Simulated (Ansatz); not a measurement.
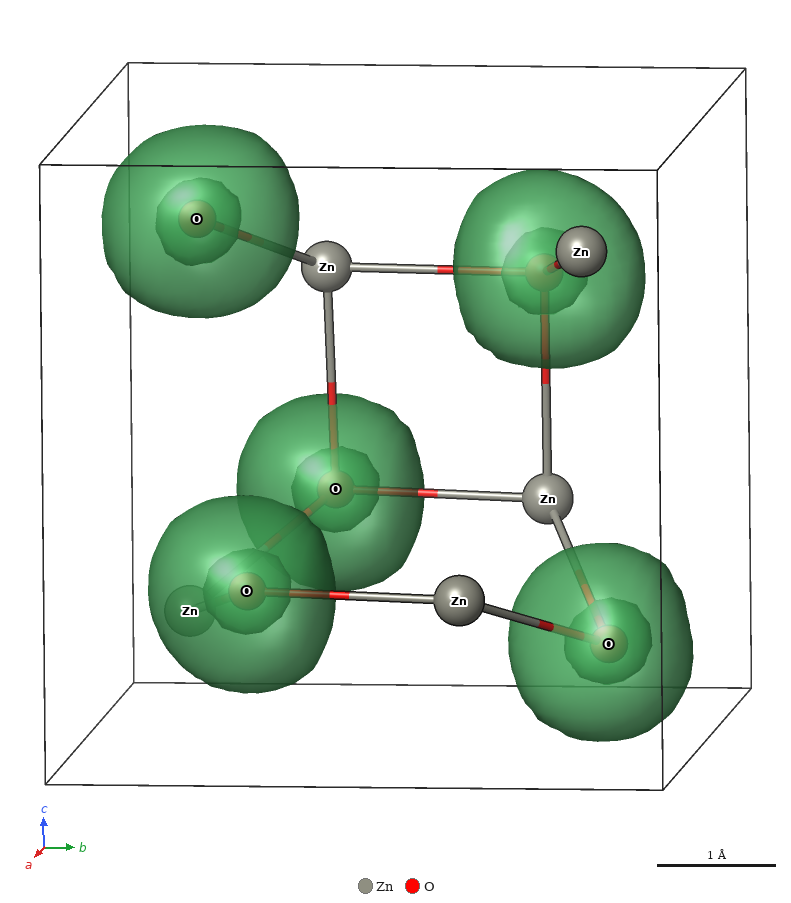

The picture shows: ZnO. Isosurface of the electron localisation function at 0.7 (green), seen slightly off an axis. Only the valence region is drawn (cores and ρ < 0.01 e/Å³ removed). Sticks mark near contacts.

Space group P1; a structure from a database of computed crystals, not necessarily the ambient phase.

Computed with DFT r2SCAN, plane waves, PAW in Ansatz 0.2.0.

Core electrons are frozen (PAW), and the valence fields are smoothed inside the atomic spheres.

**Describe the localisation domains.**

At this value the surface marks out four regions wrapped around O (the valence shell of each), counted in one cell of 8 atoms. Any copies at cell faces, edges or corners count once. Along the contacts the grid gives the following. Zn–O (1.74 Å): the ELF peaks at about 0.85 in the valence shell of O, 0.5 Å from its nucleus, and is about 0.35 at the midpoint. Zn–O (1.85 Å): the ELF peaks at about 0.85 in the valence shell of O, 0.6 Å from its nucleus, and is about 0.30 at the midpoint.
